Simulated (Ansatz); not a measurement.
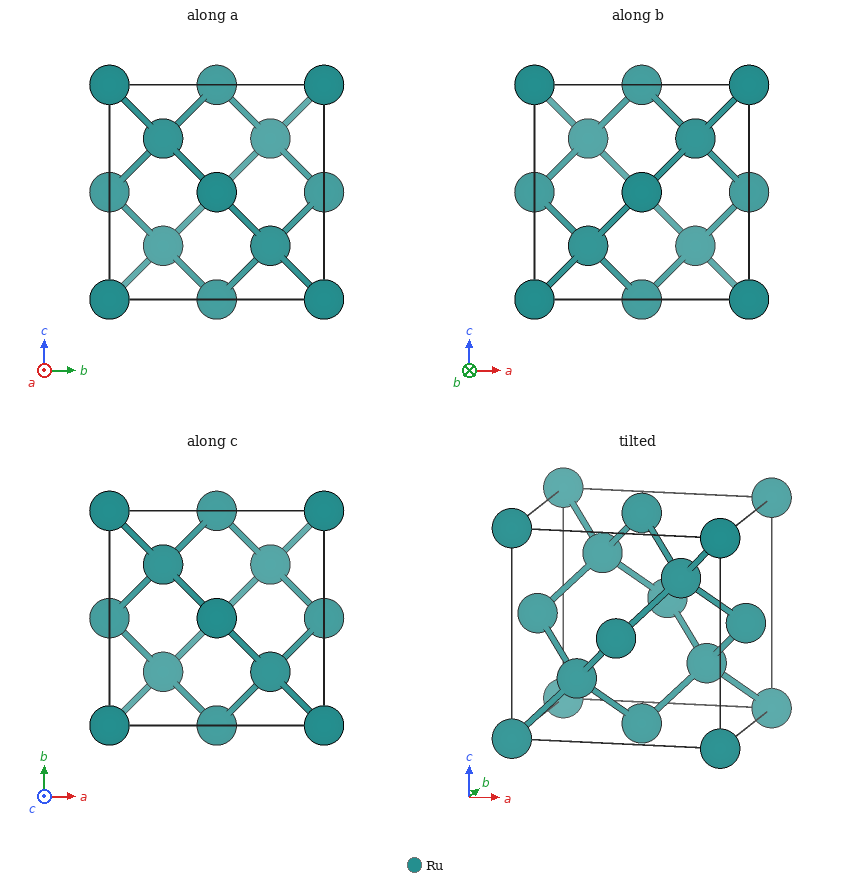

The image is a ball-and-stick drawing of a crystal, viewed along the a axis, along the b axis, along the c axis and slightly off an axis. The lines enclose the conventional unit cell; boundary atoms appear with their images.

Lattice parameters: a = 5.414 Å, b = 5.414 Å, c = 5.414 Å, α = 90.00°, β = 90.00°, γ = 90.00°.

**Express the structure as a table of Wyckoff sites.**

Space group Fd-3m:1 (No. 227).
| atom | site | x | y | z |
| --- | --- | --- | --- | --- |
| Ru | 8a | 0.2500 | 0.7500 | 0.7500 |

Origin of the cell: a structure type filled with this element by a generator (whether the element takes this form wasn't checked). Earlier steps of the study may have refined or changed the cell and positions. It was run through Ansatz as a DFT input.
